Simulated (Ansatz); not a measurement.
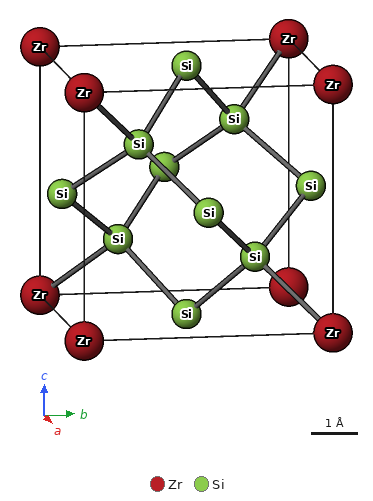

Phonons of crystalline ZrSi7 (a generated structure), space group P-43m (No. 215), at the zone centre. A ball-and-stick model of the cell of the calculation, seen slightly off an axis.

All numbers below come from DFT PBEsol, scalar-relativistic, plane waves, PAW (Ansatz). Set-up: plane-wave cutoff 420 eV; k-point mesh 6 × 6 × 6; occupations fermi dirac; smearing width 0.15 eV; no spin polarisation.

The frequencies depend somewhat on the k-mesh and the smearing.

Question: Give the spectrum at this point.

Answer: The calculation's cell holds 8 atoms, so there are 21 optical modes, in 8 levels. The optical modes span 4T₂ + 2T₁ + E + A₁. No level is unstable.

```json
{"level": "1", "symmetry": "T₂", "frequency (cm⁻¹)": "41", "activity": "infrared- and Raman-active"}
{"level": "2", "symmetry": "T₁", "frequency (cm⁻¹)": "82", "activity": "silent"}
{"level": "3", "symmetry": "T₂", "frequency (cm⁻¹)": "307", "activity": "infrared- and Raman-active"}
{"level": "4", "symmetry": "E", "frequency (cm⁻¹)": "335", "activity": "Raman-active"}
{"level": "5", "symmetry": "A₁", "frequency (cm⁻¹)": "379", "activity": "Raman-active"}
{"level": "6", "symmetry": "T₂", "frequency (cm⁻¹)": "385", "activity": "infrared- and Raman-active"}
{"level": "7", "symmetry": "T₁", "frequency (cm⁻¹)": "398", "activity": "silent"}
{"level": "8", "symmetry": "T₂", "frequency (cm⁻¹)": "441", "activity": "infrared- and Raman-active"}
```

The crystal is a metal, so free carriers screen the infrared response.

The modes drawn as arrows (one member of each degenerate set), 6 of the levels:

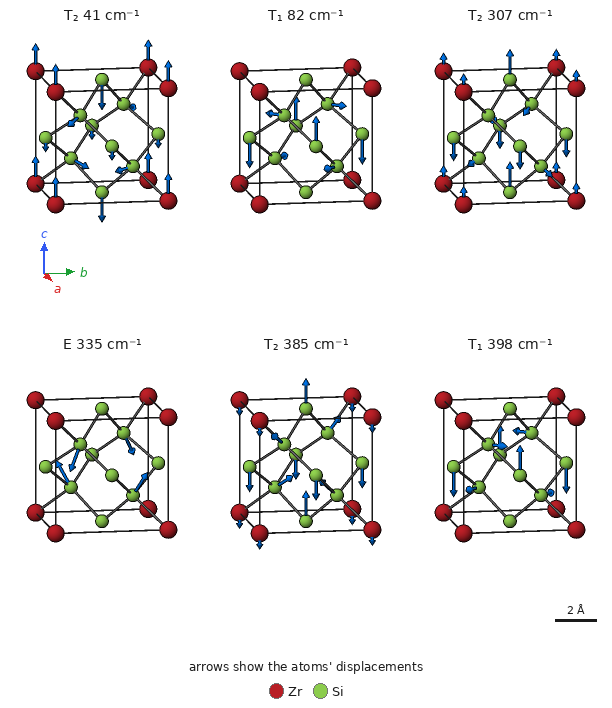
